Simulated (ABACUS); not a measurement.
# A series of single points on PbS

System: PbS (Fm-3m, 2 atoms in the cell).
Method: Kohn-Sham DFT of a periodic cell, PBE, PseudoDojo NC SR 0.4.1 PBE standard, no spin polarisation (ABACUS 3.10.1).

The 7 runs differ only in the geometry, by an even scaling of the cell at fixed fractional positions. The structure derives from an entry of the Crystallography Open Database.

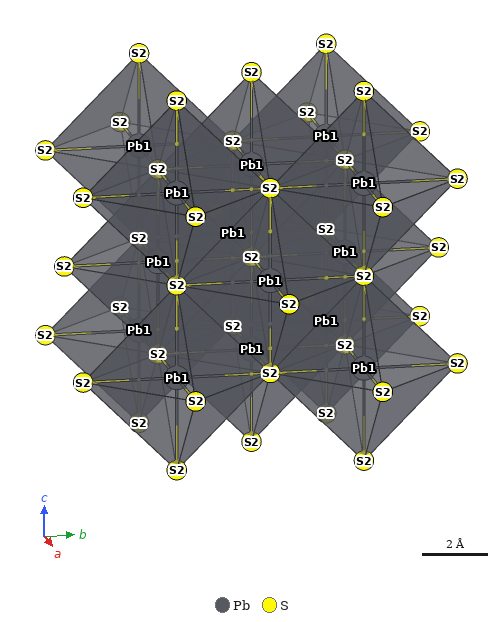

Figure 1. The structure of run 4 (polyhedral view of the cell 4 times as large as that of the calculation, set on its symmetry axes, seen slightly off an axis; polyhedra are completed across the faces of the cell; atoms are numbered from 1 in the order of the input).

### Input file of run 4
```
INPUT_PARAMETERS
suffix              PbS
calculation         scf
basis_type          lcao
pseudo_dir          ./
orbital_dir         ./
symmetry            1
dft_functional      pbe
ecutwfc             100
pseudo_rcut         10
nspin               1
nbands              14
ks_solver           genelpa
smearing_method     fd
smearing_sigma      0.00367493
scf_thr             1e-07
scf_nmax            100
mixing_type         broyden
mixing_beta         0.7
cal_force           1
cal_stress          1
out_mul             1
```

### File STRU of run 4
```
ATOMIC_SPECIES
Pb 207.2000 Pb.upf
S 32.0600 S.upf

NUMERICAL_ORBITAL
Pb_confined-atom_8au_2s2p2d.orb
S_confined-atom_7au_2s2p1d.orb

LATTICE_CONSTANT
1.8897261246

LATTICE_VECTORS
0.0000000000 2.9657500000 2.9657500000
2.9657500000 0.0000000000 2.9657500000
2.9657500000 2.9657500000 0.0000000000

ATOMIC_POSITIONS
Direct

Pb
0.0
1
0.0000000000 0.0000000000 0.0000000000 1 1 1

S
0.0
1
0.5000000000 0.5000000000 0.5000000000 1 1 1
```

### File KPT of run 4
```
K_POINTS
0
Gamma
8 8 8 0 0 0
```

Command:
```bash
OMP_NUM_THREADS=1 mpirun -np 4 abacus > log
```

Lattice vectors (Å) and fractional positions of run 4:
```
   0.000000    2.965750    2.965750
   2.965750    0.000000    2.965750
   2.965750    2.965750    0.000000
Pb  0.000000  0.000000  0.000000
S   0.500000  0.500000  0.500000
```

Run 2 differs from it as follows:
```diff
-0.0000000000 2.9657500000 2.9657500000
-2.9657500000 0.0000000000 2.9657500000
-2.9657500000 2.9657500000 0.0000000000
+0.0000000000 2.9256673838 2.9256673838
+2.9256673838 0.0000000000 2.9256673838
+2.9256673838 2.9256673838 0.0000000000
```

### Results, with one run withheld

```tsv
run	volume per atom (Å³)	free energy per atom, from the lowest run given (meV)	pressure (GPa)	gap on the mesh (eV)
1	24.521	68.30	7.76	0.37
2	25.042	?	?	?
3	25.564	28.27	4.64	0.52
4	26.086	15.38	3.30	0.58
5	26.607	6.61	2.10	0.64
6	27.129	1.59	1.00	0.69
7	27.651	0.00	0.00	0.74
```

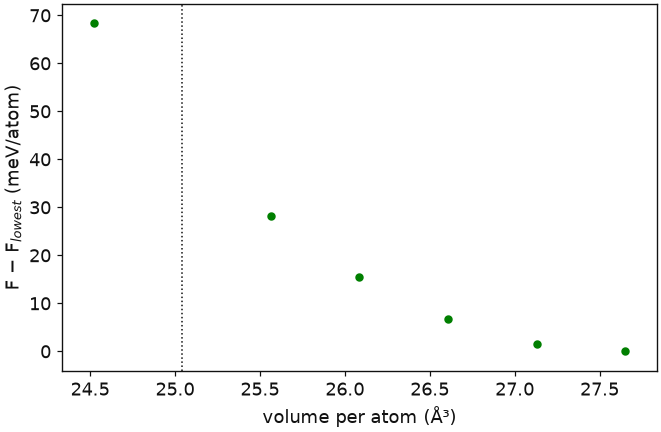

Figure 2. Free energy per atom of the runs given; the dotted line marks run 2.

Fit the runs given and predict run 2.

A cubic polynomial in V^(−2/3) (the Birch–Murnaghan form), fitted to the 6 runs given, misses them by at most 0.02 meV per atom. With x = V^(−2/3) − 0.11329 Å⁻², it reads F = 12.645 + 6441.9 x + 8.2249e+05 x² + 5.8414e+05 x³ (meV per atom). At run 2 it gives 45.78 meV per atom, and the run itself gives 45.76. The slope of the fit gives a pressure −dF/dV of 6.12 GPa there, and the run prints 6.12 GPa. The fit has no minimum inside this range. The gap on the mesh goes, without turning, from 0.37 eV in run 1 to 0.74 eV in run 7; run 2 has 0.45 eV. These are gaps of this functional on this mesh, which can miss the band edges; they aren't the measured gap.

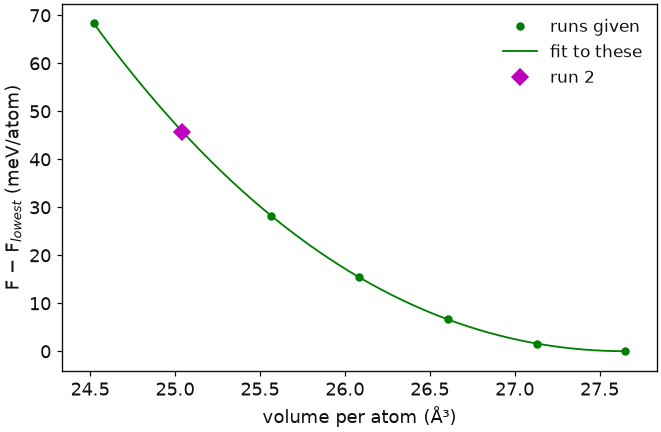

Figure 3. The fit and the withheld run.

### Some lines of the output (run 2)
```
[...]
 E_Fermi        0.6843151464         9.3105852184
 E_Fermi        0.7217484995         9.8198921164
 E_Fermi        0.7108107034         9.6710757653
 E_Fermi        0.7116825507         9.6829378561
 E_Fermi        0.7115142666         9.6806482342
 E_Fermi        0.7116247550         9.6821515063
 E_Fermi        0.7116314071         9.6822420118
 E_Fermi        0.7116302417         9.6822261568
 E_KS(sigma->0) -162.8995473984      -2216.3620462390
 E_Fermi        0.7116302644         9.6822264648
 final etot is -2216.3620939 eV
 EFERMI = 9.6822264648 eV
 TOTAL-PRESSURE: 61.202001 KBAR
 !FINAL_ETOT_IS -2216.3620938694966753 eV
```

Notes: Points of doubt noted for this run: home made orbitals. Spin–orbit coupling is left out, which matters for Pb.
